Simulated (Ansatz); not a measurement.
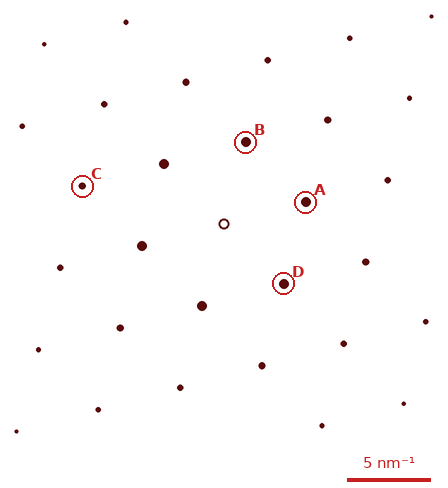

Kinematic zone-axis pattern, calculated for 80 keV electrons with B = 0.5 Å². The zone axis points towards the electron source and the pattern is seen from the source side.

Crystal: Se, space group Pm-3m (No. 221), a = 2.769 Å. Structure: coordinates from a relaxation with DFT, LDA (PW92), plane waves (420 eV) with PAW, scalar-relativistic in Ansatz; the starting structure was generated, so it need not be a known form of this composition.

Spot A is indexed -1 0 1 and spot B 0 -1 1.

Give hkl for C, D.

Answer. C = −2A + B = 2 -1 -1 (d = 1.131 Å). D = A − B = -1 1 0 (d = 1.958 Å).

Which zone axis is this?

Answer. The cross product of A and B is parallel to [111]; every spot obeys hu + kv + lw = 0.

What are the spacings of A and B and the angle between them?

Answer. d(A) = 1.958 Å, d(B) = 1.958 Å, and the angle is 60.0°.
